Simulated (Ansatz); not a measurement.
## Electronic structure of FeSi₁₆ (cell with a defect) in real space

Input file:

```
crystal:
  lattice:
    - [0.0, 5.43, 5.43]
    - [5.43, 0.0, 5.43]
    - [5.43, 5.43, 0.0]
  atoms:
    - { symbol: Si, position: [0.0, 0.0, 0.0] }
    - { symbol: Si, position: [0.125, 0.125, 0.125] }
    - { symbol: Si, position: [0.0, 0.0, 0.5] }
    - { symbol: Si, position: [0.125, 0.125, 0.625] }
    - { symbol: Si, position: [0.0, 0.5, 0.0] }
    - { symbol: Si, position: [0.125, 0.625, 0.125] }
    - { symbol: Si, position: [0.0, 0.5, 0.5] }
    - { symbol: Si, position: [0.125, 0.625, 0.625] }
    - { symbol: Si, position: [0.5, 0.0, 0.0] }
    - { symbol: Si, position: [0.625, 0.125, 0.125] }
    - { symbol: Si, position: [0.5, 0.0, 0.5] }
    - { symbol: Si, position: [0.625, 0.125, 0.625] }
    - { symbol: Si, position: [0.5, 0.5, 0.0] }
    - { symbol: Si, position: [0.625, 0.625, 0.125] }
    - { symbol: Si, position: [0.5, 0.5, 0.5] }
    - { symbol: Si, position: [0.625, 0.625, 0.625] }
    - { symbol: Fe, position: [0.25672853, 0.25194603, 0.25524903], spin: 2.5 }
magnetization:
  spin_polarized: true
basis:
  ecutwfc: 500.0
kpoints:
  mp_grid: { grid: [2, 2, 2] }
hamiltonian:
  xc: r2scan
  dispersion: d3bj
  pseudopotentials: { kind: paw, azcp: { folder: soft_1 } }
scf:
  occupations: { method: gaussian, width: 0.05 }
  lower_state_search: "off"
relax:
  f_tol: 0.03
  max_steps: 60
  adjacent_minimum: "off"
output:
  write_density: true
  write_potential: true
  elf: true
  volumetric_format: npy
```

Launched as:

```sh
ansatz run input.yaml --threads 4 --pin off --max-ram 10240MiB --backend cpu --events-out ev --progress --plain --runs-dir out
```

The fields are those of the run's last geometry, not of the input's.

The SCF solution may not be the lowest one; PAW files of the earlier set (soft_1); spin-polarised.

Theory: Ansatz, DFT r2SCAN-D3(BJ), scalar-relativistic, plane waves, PAW.

Core electrons are frozen (PAW), and the valence fields are smoothed inside the atomic spheres.

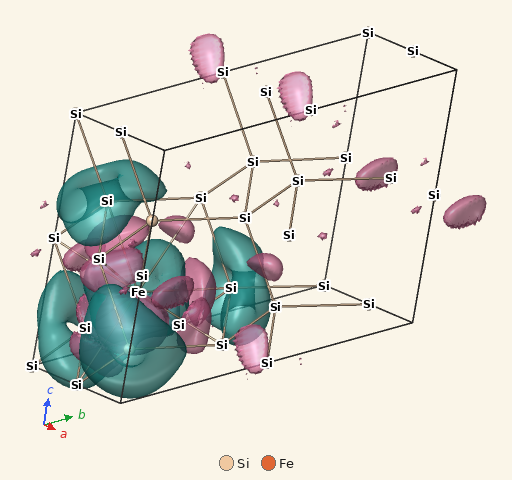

Figure 1. Isosurfaces of the spin density (up minus down) at +0.008 (teal) and −0.008 e/Å³ (pink), seen slightly off an axis. Sticks mark near contacts.

Question: Which atoms carry the moments, and with what signs?

Answer: The spin density sits on Fe: +2.0 μB in one cell of 17 atoms: a single local moment. The cell of the calculation (17 atoms) carries 2.2 μB of net spin moment.

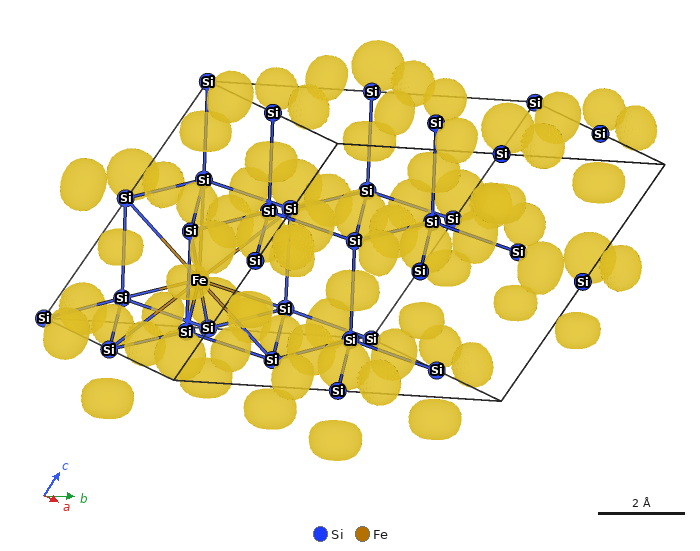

Figure 2. Isosurface of the electron localisation function at 0.85 (yellow), seen at an oblique angle. Core shells and regions of very low density are left out. Sticks mark near contacts.

Question: Where are the electrons localised?

Answer: The surface consists of 32 regions between bonded Si–Si atoms (shared pairs), counted in one cell of 17 atoms. Regions shared between cells count once. Profiles from the grid: Si–Si (2.33 Å): the ELF peaks at about 0.95 between the atoms. Fe–Si (2.36 Å): the ELF peaks at about 0.60 in the valence shell of Si, 0.9 Å from its nucleus, and is about 0.45 at the midpoint.

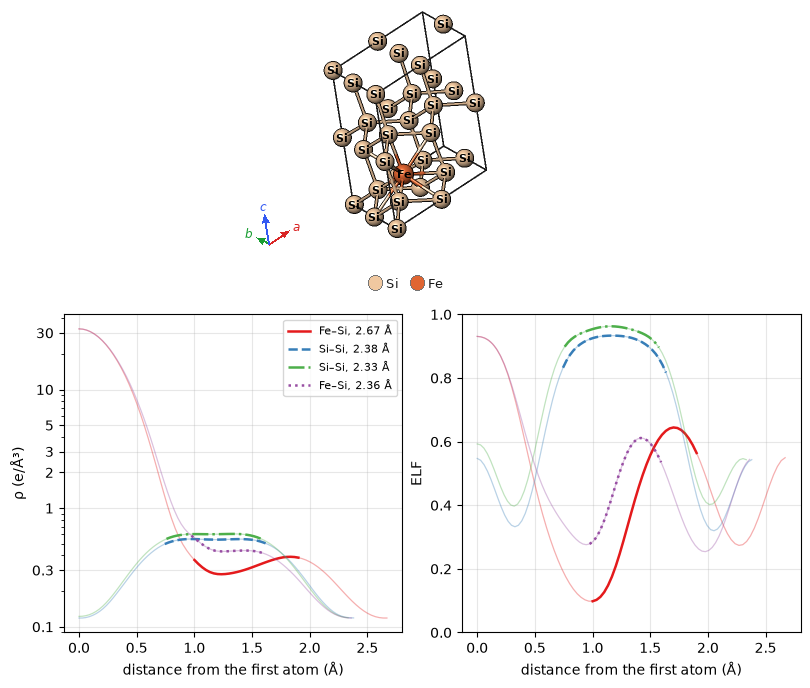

Figure 3. Valence electron density and electron localisation function along straight lines between neighbouring atoms. Thin, pale parts lie inside the atomic spheres. The structure is drawn too.

Question: What can be read from the curves?

Answer: Fe–Si (2.67 Å): the density is about 0.28 e/Å³ at the midpoint; the ELF peaks at about 0.65 in the valence shell of Si, 1.0 Å from its nucleus, and is about 0.40 at the midpoint.
Si–Si (2.38 Å): the density is about 0.54 e/Å³ at the midpoint; the ELF peaks at about 0.95 between the atoms.
Si–Si (2.33 Å): ρ is about 0.6 e/Å³ halfway; the ELF peaks at about 0.95 between the atoms.
Fe–Si (2.36 Å): ρ at the midpoint is about 0.44 e/Å³; the ELF peaks at about 0.60 in the valence shell of Si, 0.9 Å from its nucleus, and is about 0.45 at the midpoint.
